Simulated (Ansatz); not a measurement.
# Single-point calculation, with input and output: MnSb (part 2 of 2)

Continued. System: MnSb (P6₃/mmc, 8 atoms in the cell). Method: DFT, PBE, PAW, plane waves, scalar-relativistic (Ansatz 0.2.0); cutoff 420 eV, 4×4×2 k-mesh, Fermi–Dirac smearing of 0.1 eV, non-collinear spins. The structure derives from an entry of the Crystallography Open Database. It belongs to a series of runs on one base structure; here: opposed moments ++-- along z.

Geometry of the input (Å; fractional positions):
```
4.1570  0.0000  0.0000
-2.0785  3.6001  0.0000
0.0000  0.0000  11.5300
Sb 0.3333  0.6667  0.1250
Sb 0.3333  0.6667  0.6250
Sb 0.6667  0.3333  0.3750
Sb 0.6667  0.3333  0.8750
Mn 0.0000  0.0000  0.0000
Mn 0.0000  0.0000  0.5000
Mn 0.0000  0.0000  0.2500
Mn 0.0000  0.0000  0.7500
```

**Output, continued**
```
  k-point 0: bands = ["-68.9672", "-68.9672", "-68.9672", "-68.9672", "-65.4167", "-65.4167", "-65.4167", "-65.4167", "-37.7283", "-37.7283", "-37.7279", "-37.7279", "-37.7236", "-37.7236", "-37.7236", "-37.7236", "-37.7236", "-37.7236", "-37.7236", "-37.7236", "-34.2531", "-34.2531", "-34.2524", "-34.2524", "-34.2349", "-34.2349", "-34.2349", "-34.2349", "-34.2349", "-34.2349", "-34.2349", "-34.2349", "-16.8348", "-16.8348", "-16.8348", "-16.8348", "-16.8250", "-16.8250", "-16.8250", "-16.8250", "-16.8240", "-16.8240", "-16.8240", "-16.8240", "-16.8234", "-16.8234", "-16.8224", "-16.8224", "-16.8223", "-16.8223", "-16.8214", "-16.8214", "-16.8120", "-16.8120", "-16.8120", "-16.8120", "-16.7893", "-16.7893", "-16.7893", "-16.7893", "-16.7879", "-16.7879", "-16.7879", "-16.7879", "-16.7879", "-16.7879", "-16.7879", "-16.7879", "-16.7872", "-16.7872", "-16.7872", "-16.7872", "0.5163", "0.5163", "1.4931", "1.4931", "1.5721", "1.5721", "3.4276", "3.4276", "6.6689", "6.6689", "8.6213", "8.6213", "8.6213", "8.6213", "8.8584", "8.8584", "8.8637", "8.8637", "8.8637", "8.8637", "9.4018", "9.4018", "9.4643", "9.4643", "9.4643", "9.4643", "9.5173", "9.5173", "9.5173", "9.5173", "10.0914", "10.0914", "10.3979", "10.3979", "10.3979", "10.3979", "11.2371", "11.2371", "11.2371", "11.2371", "11.2989", "11.2989", "12.5334", "12.5334", "12.5334", "12.5334", "12.5573", "12.5573", "12.5573", "12.5573", "12.8067", "12.8067", "12.8067", "12.8067", "12.9026", "12.9026", "13.4644", "13.4644", "13.8202", "13.8202", "13.8202", "13.8202", "14.5595", "14.5595", "14.8973", "14.8973", "14.8973", "14.8973", "15.0759", "15.0759", "15.2230", "15.2230"]
  k-point 1: bands = ["-68.9672", "-68.9672", "-68.9672", "-68.9672", "-65.4167", "-65.4167", "-65.4167", "-65.4167", "-37.7281", "-37.7281", "-37.7281", "-37.7281", "-37.7236", "-37.7236", "-37.7236", "-37.7236", "-37.7236", "-37.7236", "-37.7236", "-37.7236", "-34.2528", "-34.2528", "-34.2528", "-34.2528", "-34.2349", "-34.2349", "-34.2349", "-34.2349", "-34.2349", "-34.2349", "-34.2349", "-34.2349", "-16.8319", "-16.8319", "-16.8319", "-16.8319", "-16.8319", "-16.8319", "-16.8319", "-16.8319", "-16.8231", "-16.8231", "-16.8231", "-16.8231", "-16.8217", "-16.8217", "-16.8217", "-16.8217", "-16.8160", "-16.8160", "-16.8160", "-16.8160", "-16.8160", "-16.8160", "-16.8160", "-16.8160", "-16.7885", "-16.7885", "-16.7885", "-16.7885", "-16.7885", "-16.7885", "-16.7885", "-16.7885", "-16.7876", "-16.7876", "-16.7876", "-16.7876", "-16.7876", "-16.7876", "-16.7876", "-16.7876", "0.7766", "0.7766", "0.7766", "0.7766", "2.6498", "2.6498", "2.6498", "2.6498", "7.7357", "7.7357", "7.7357", "7.7357", "8.7289", "8.7289", "8.7289", "8.7289", "8.7289", "8.7289", "8.7289", "8.7289", "9.4882", "9.4882", "9.4882", "9.4882", "9.4882", "9.4882", "9.4882", "9.4882", "9.5624", "9.5624", "9.5624", "9.5624", "10.7732", "10.7732", "10.7732", "10.7732", "10.7732", "10.7732", "10.7732", "10.7732", "12.5811", "12.5811", "12.5811", "12.5811", "12.5811", "12.5811", "12.5811", "12.5811", "12.8065", "12.8065", "12.8065", "12.8065", "13.2948", "13.2948", "13.2948", "13.2948", "13.2948", "13.2948", "13.2948", "13.2948", "13.3997", "13.3997", "13.3997", "13.3997", "15.0923", "15.0923", "15.0923", "15.0923", "15.0923", "15.0923", "15.0923", "15.0923"]
  k-point 2: bands = ["-68.9672", "-68.9672", "-68.9672", "-68.9672", "-65.4167", "-65.4167", "-65.4167", "-65.4167", "-37.7283", "-37.7283", "-37.7278", "-37.7278", "-37.7242", "-37.7242", "-37.7242", "-37.7242", "-37.7238", "-37.7238", "-37.7238", "-37.7238", "-34.2531", "-34.2531", "-34.2523", "-34.2523", "-34.2357", "-34.2357", "-34.2357", "-34.2357", "-34.2352", "-34.2352", "-34.2351", "-34.2351", "-16.8354", "-16.8354", "-16.8329", "-16.8329", "-16.8295", "-16.8295", "-16.8291", "-16.8291", "-16.8247", "-16.8247", "-16.8239", "-16.8239", "-16.8223", "-16.8223", "-16.8202", "-16.8202", "-16.8168", "-16.8168", "-16.8165", "-16.8165", "-16.8163", "-16.8163", "-16.8116", "-16.8116", "-16.7889", "-16.7889", "-16.7880", "-16.7880", "-16.7874", "-16.7874", "-16.7869", "-16.7869", "-16.7859", "-16.7859", "-16.7845", "-16.7845", "-16.7841", "-16.7841", "-16.7840", "-16.7840", "1.1428", "1.1428", "2.0110", "2.0110", "2.0610", "2.0610", "3.4131", "3.4131", "7.4059", "7.4059", "7.8802", "7.8802", "8.1259", "8.1259", "8.1977", "8.1977", "8.7636", "8.7636", "8.8680", "8.8680", "8.9206", "8.9206", "9.1048", "9.1048", "9.3619", "9.3619", "9.3644", "9.3644", "9.3882", "9.3882", "9.6542", "9.6542", "9.9817", "9.9817", "10.4740", "10.4740", "10.5592", "10.5592", "10.7981", "10.7981", "10.8146", "10.8146", "10.9259", "10.9259", "11.8822", "11.8822", "12.0720", "12.0720", "12.5451", "12.5451", "12.5573", "12.5573", "12.6948", "12.6948", "13.0747", "13.0747", "13.2635", "13.2635", "13.3086", "13.3086", "13.4363", "13.4363", "13.6505", "13.6505", "13.9365", "13.9365", "14.0569", "14.0569", "14.7299", "14.7299", "15.4778", "15.4778"]
  k-point 7: bands = ["-68.9672", "-68.9672", "-68.9672", "-68.9672", "-65.4167", "-65.4167", "-65.4167", "-65.4167", "-37.7280", "-37.7280", "-37.7280", "-37.7280", "-37.7245", "-37.7245", "-37.7245", "-37.7245", "-37.7241", "-37.7241", "-37.7241", "-37.7241", "-34.2526", "-34.2526", "-34.2526", "-34.2526", "-34.2362", "-34.2362", "-34.2362", "-34.2362", "-34.2357", "-34.2357", "-34.2357", "-34.2357", "-16.8356", "-16.8356", "-16.8356", "-16.8356", "-16.8303", "-16.8303", "-16.8303", "-16.8303", "-16.8273", "-16.8273", "-16.8273", "-16.8273", "-16.8159", "-16.8159", "-16.8159", "-16.8159", "-16.8147", "-16.8147", "-16.8147", "-16.8147", "-16.8141", "-16.8141", "-16.8141", "-16.8141", "-16.7879", "-16.7879", "-16.7879", "-16.7879", "-16.7851", "-16.7851", "-16.7851", "-16.7851", "-16.7834", "-16.7834", "-16.7834", "-16.7834", "-16.7817", "-16.7817", "-16.7817", "-16.7817", "2.3391", "2.3391", "2.3391", "2.3391", "3.0634", "3.0634", "3.0634", "3.0634", "7.1999", "7.1999", "7.1999", "7.1999", "7.5400", "7.5400", "7.5400", "7.5400", "8.2709", "8.2709", "8.2709", "8.2709", "8.9240", "8.9240", "8.9240", "8.9240", "9.2551", "9.2551", "9.2551", "9.2551", "9.5824", "9.5824", "9.5824", "9.5824", "9.7830", "9.7830", "9.7830", "9.7830", "10.1096", "10.1096", "10.1096", "10.1096", "10.4268", "10.4268", "10.4268", "10.4268", "11.5429", "11.5429", "11.5429", "11.5429", "12.0549", "12.0549", "12.0549", "12.0549", "12.6981", "12.6981", "12.6981", "12.6981", "13.0113", "13.0113", "13.0113", "13.0113", "13.3733", "13.3733", "13.3733", "13.3733", "14.0177", "14.0177", "14.0177", "14.0177", "14.9825", "14.9825", "14.9825", "14.9825"]
```

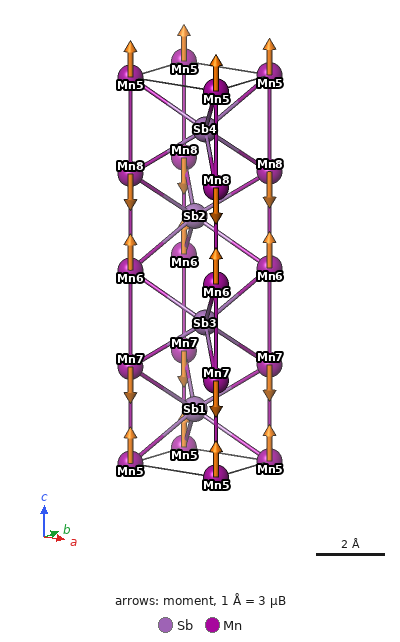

Fig. 1: Magnetic moments of the sites as orange arrows (ball-and-stick view of the cell of the calculation, seen slightly off an axis; atoms are numbered from 1 in the order of the input); small moments hardly show. Site moments: all 4 Mn atoms (3.36 μB). They are counted near the atoms and needn't add up to the moment of the cell.

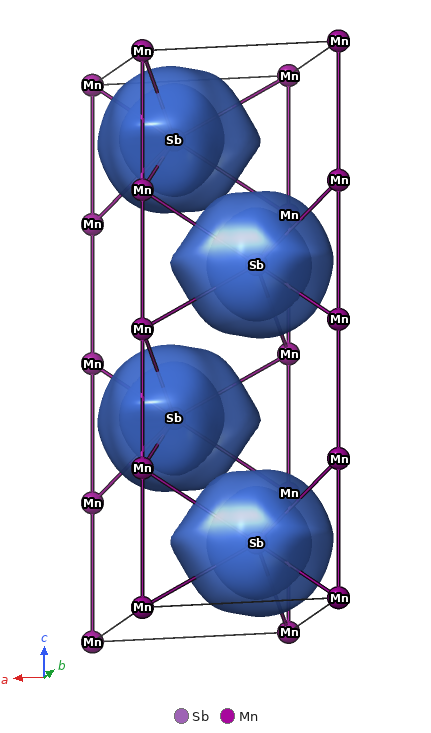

Fig. 2: Isosurface of the electron localisation function at 0.4 (blue), seen at an oblique angle. Core shells and regions of very low density are left out. Sticks mark near contacts. The outline is the calculation cell. Along the contacts the grid gives the following. Mn–Sb (2.80 Å): the ELF is about 0.50 at the midpoint (no shared electron pair). Mn–Mn (2.88 Å): the ELF is about 0.30 at the midpoint; no shared electron pair. Core electrons are frozen (PAW), so the fields are smoothed inside the atomic spheres.

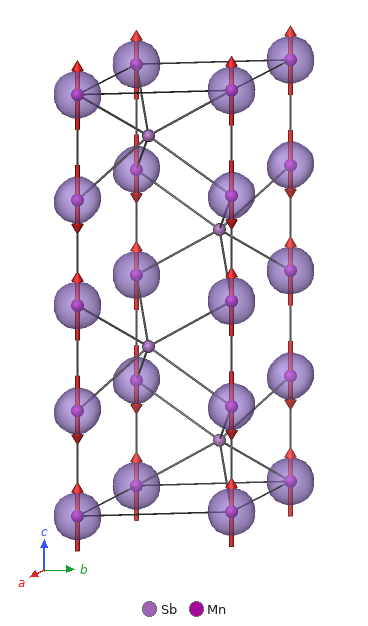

Fig. 3: Isosurface of the size of the magnetisation density at 0.8 e/Å³ (purple), with the spin moments of the magnetic sites as arrows; seen slightly off an axis. The outline is the calculation cell. Spin moments: Mn 3.4 μB.

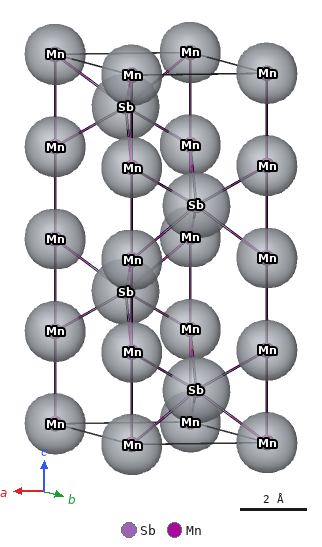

Fig. 4: Isosurface of the valence charge density (pseudo) at 0.5 e/Å³ (grey), seen at an oblique angle. Sticks mark near contacts. The outline is the calculation cell. At this value the density breaks into separate islands; it holds about 80 % of the electrons treated as valence (semicore included). It is pinched off along the Mn–Sb (2.80 Å) and Mn–Mn (2.88 Å) contacts. On the grid the lowest density along these lines, outside the cores, is 0.29 e/Å³ (Mn–Sb, 2.80 Å) and 0.2 e/Å³ (Mn–Mn, 2.88 Å).
